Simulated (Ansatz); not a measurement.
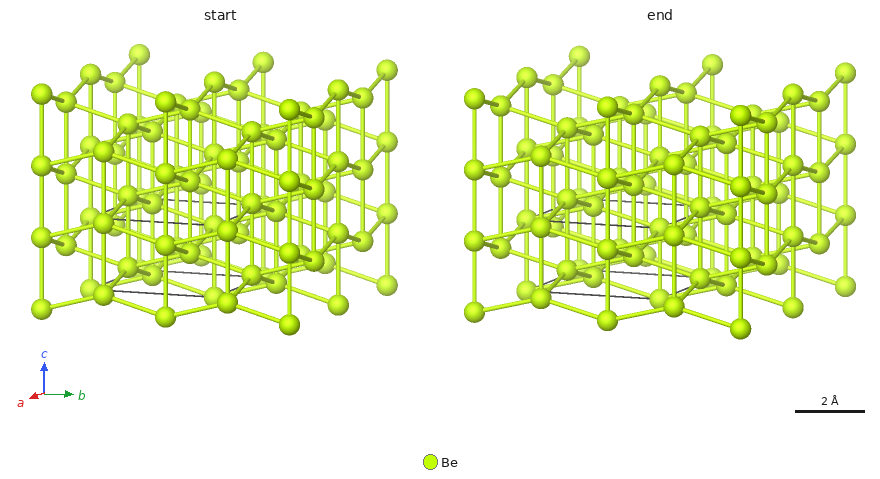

The structure of solid Be (built on the beta-tin_141 type) (coarse preliminary run) before (left) and after (right) a relaxation, at one scale.

A ball-and-stick model of the conventional cell (2 times the calculation's cell), repeated 2 × 2 × 3 with one cell outlined, seen slightly off an axis. Lengths and directions refer to the drawn axes.

Case: beta-tin type (I4_1/amd, No. 141).

All numbers below come from DFT PBE, scalar-relativistic, plane waves, PAW (Ansatz). (plane-wave cutoff 420 eV; k-point mesh 8 × 8 × 8; occupations gaussian; smearing width 0.1 eV; no spin polarisation; cell and atoms relaxed; force threshold 0.04 eV/Å; at most 70 steps)

What changed between the two?

After 3 accepted moves (4 points after the start) the energy has fallen by 0.147 eV per cell of the calculation. All forces vanish by symmetry, so only the cell relaxes. Pressure: 12.93 GPa at the start and 0.25 GPa at the end. At 1 point the geometry stayed and the basis and grid were re-selected for the new cell (energy shift of 0.9 meV per cell of the calculation at most each time). The atoms keep their places relative to the cell (all moves are under 0.005 Å). The drawn cell changes as follows: a = b 3.909 → 4.199 Å (+7.4 %), c 2.133 → 2.115 Å (−0.8 %); the volume changes by +14.4 %. Among the contacts that change: Be–Be 2.026 → 2.165 Å, Be–Be 2.133 → 2.115 Å. Among the angles between lasting bonds that change: Be–Be–Be 149.5° → 151.7°. The space group stays I4_1/amd (No. 141). The run took of the order of 4 core-seconds on a shared host.
